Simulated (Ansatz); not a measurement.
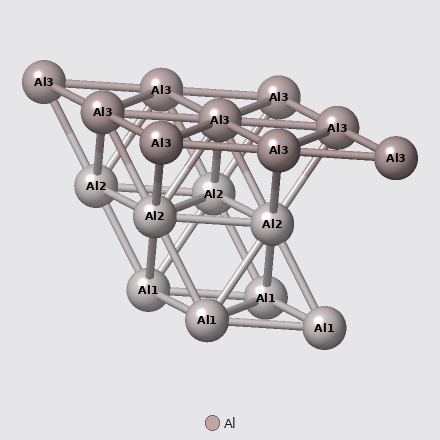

The system is N on an Al(111) slab cut from the Fm-3m phase, its upper half relaxed before the scan (3 atoms of substrate and one adsorbate in a 1 × 1 cell); the picture shows it without the atoms that are moved over the map. N is moved over the surface cell; relaxed at each place: the height of the adsorbate's atoms; substrate rigid; the origin of the map has the adsorbate above Al3. Places are given modulo a cell vector. The map is drawn in real space over the plane of the surface. The grid has 6 × 6 points; 10 points were computed and 26 follow by symmetry. Energies are in eV, from the lowest grid point. With one adsorbate in each 1 × 1 cell, its nearest image is 2.9 Å away, so neighbouring adsorbates interact. Theory: DFT PBE, scalar-relativistic, plane waves, PAW (Ansatz 0.2.0). Settings: cutoff 420 eV, k-mesh 9×9×1, gaussian smearing 0.1 eV, no spin polarisation.

Range: position of N4 along the first surface vector from 0.000 to 0.833; position of N4 along the second surface vector from 0.000 to 0.833.

What landscape does the calculation give?

Answer. The lowest grid point is at a threefold hollow over a second-layer Al atom, (2/6, 4/6) of the cell vectors. There is a further well near a threefold hollow over a third-layer Al atom, (4/6, 2/6) of the cell vectors (0.28 eV above the lowest at that grid point). The highest grid point, the top site over a surface Al atom, (0/6, 0/6) of the cell vectors, lies 4.32 eV above the lowest. On the interpolated surface the easiest way out of the lowest well to the well at a threefold hollow over a third-layer Al atom, (4/6, 2/6) of the cell vectors passes a barrier of about 1.9 eV. At the lowest point the adsorbate has 3 Al at 1.69 Å as nearest neighbours, at the highest 1 Al at 1.84 Å. Its relaxed height above the top atom is 0.36 Å at the lowest and 1.84 Å at the highest point.

```tsv
second ↓, first →	0/6	1/6	2/6	3/6	4/6	5/6
5/6	4.20	3.83	2.36	2.36	3.83	4.20
4/6	3.54	2.36	0.00	2.36	3.54	3.80
3/6	1.94	2.36	2.36	1.94	2.37	2.37
2/6	3.54	3.83	3.54	2.37	0.28	2.37
1/6	4.20	4.20	3.80	2.37	2.37	3.80
0/6	4.32	4.20	3.54	1.94	3.54	4.20
```

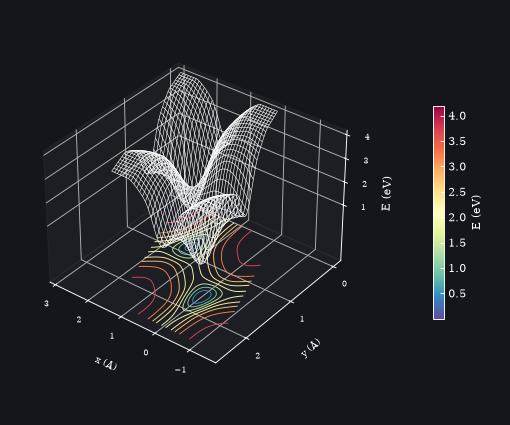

In the figure: a relief with its contours projected below, any walls above the top of the colour scale cut off. Between grid points the surface is interpolated.

Each point was launched as `ansatz run input.yaml --threads 1 --pin off --max-ram 3072MiB --backend cpu --events-out ev --progress --plain --runs-dir out`. The whole map (10 points run) took 5.2 min on 1 thread of Arm Neoverse V1 (shared host).

PAW datasets: the set soft_1.
